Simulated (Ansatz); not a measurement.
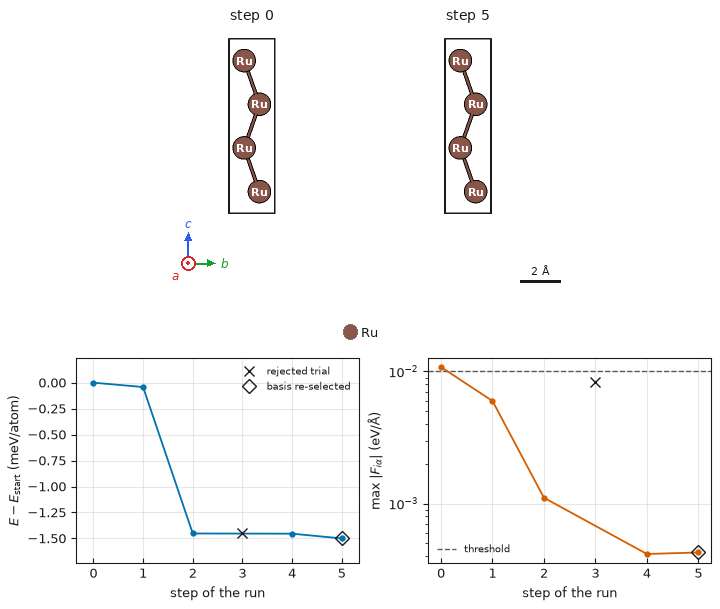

First and last geometry of a relaxation of a crystal of Ru (set up in Cmcm), with the history of the run. A ball-and-stick model of the reduced cell, seen along the a axis. Lengths and directions refer to the drawn axes.

Case: film's bulk on the substrate's plane, third vector and atoms relaxed.

Method: Ansatz, DFT PBE, scalar-relativistic, plane waves, PAW. (plane-wave cutoff 420 eV; k-point mesh 8 × 4 × 25; occupations gaussian; smearing width 0.1 eV; no spin polarisation; cell relaxed at fixed a, b, gamma; force threshold 0.01 eV/Å; at most 50 steps)

### Read the history and describe the run.

It converged. The atoms keep their places relative to the cell (all moves are under 0.005 Å). Cell: a 2.683 → 2.687 Å (+0.2 %), b 2.683 → 2.689 Å (+0.2 %), c unchanged at 8.892 Å, γ 119.9° → 119.5°. Volume +0.8 %. Some distances before and after: Ru–Ru 2.688 → 2.709 Å, Ru–Ru 2.683 → 2.689 Å, Ru–Ru 2.711 → 2.716 Å. Within 0.06 Å the space group is P6_3/mmc at the start and P6_3/mmc at the end; at a tighter tolerance small leftover displacements or strains of the cell lower it. Over 3 accepted moves (5 points after the start) the energy falls by 1.5 meV per atom. The largest force component goes from 0.011 to 0.00043 eV/Å. Pressure: −2.13 GPa at the start and −4.50 GPa at the end. The line search rejected the trial step at point 3 of the run. The SCF was repeated once at an unchanged geometry on a basis and grid sized afresh for the cell, which shifted the energy by less than 0.05 meV per atom at most. The run took 26 s on 8 threads of Intel(R) Xeon(R) Platinum 8488C (Sapphire Rapids), with other jobs on the host, peak memory 0.89 GiB.
